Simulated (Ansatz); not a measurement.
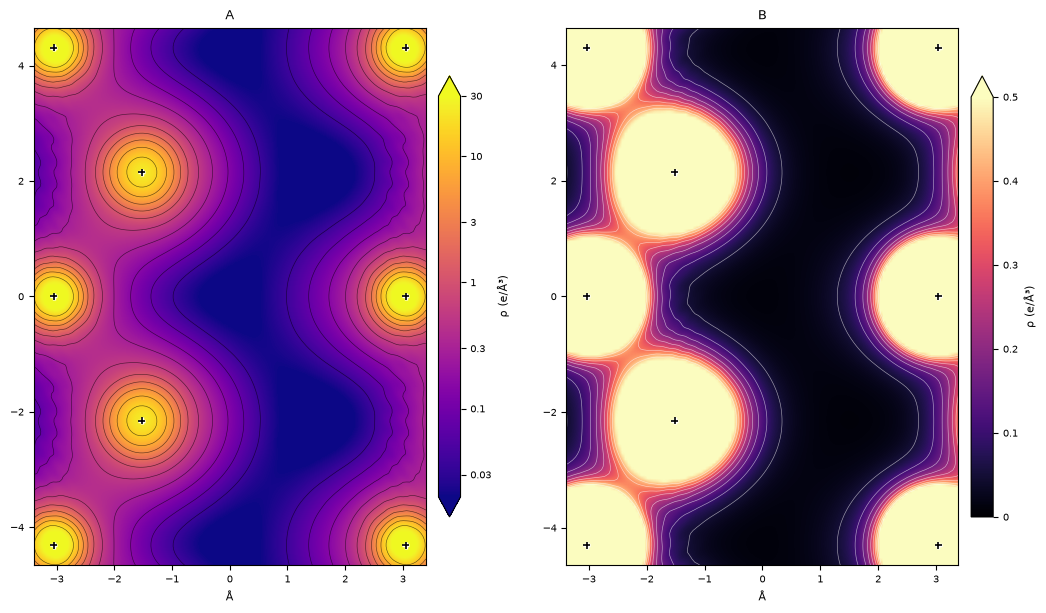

The valence charge density (pseudo) of 2 systems, each on a plane through atoms (crosses mark nuclei in the plane).

Computed with DFT r2SCAN, scalar-relativistic, plane waves, PAW in Ansatz.

System 1: CdSe, the (110) plane of the conventional cell. Space group F-43m; a generated structure, not necessarily the stable one.

System 2: GaSb, the (011) plane of the conventional cell. Space group F-43m; a generated structure, not necessarily the stable one.

```
CELL_PARAMETERS angstrom
6.09590 0.00000 0.00000
0.00000 0.00000 -6.09590
0.00000 6.09590 0.00000
ATOMIC_POSITIONS crystal
Ga 0.50000 0.50000 0.00000
Ga 0.00000 0.50000 0.50000
Ga 0.00000 0.00000 0.00000
Ga 0.50000 0.00000 0.50000
Sb 0.25000 0.75000 0.25000
Sb 0.75000 0.75000 0.75000
Sb 0.75000 0.25000 0.25000
Sb 0.25000 0.25000 0.75000
```

> Which map belongs to which system?

Panel A is system 2, GaSb: the plane holds Ga and Sb. Ga–Sb (2.64 Å): ρ is about 0.43 e/Å³ halfway. Panel B is system 1, CdSe: the plane holds Cd and Se. Cd–Se (2.63 Å): ρ at the midpoint is about 0.38 e/Å³.
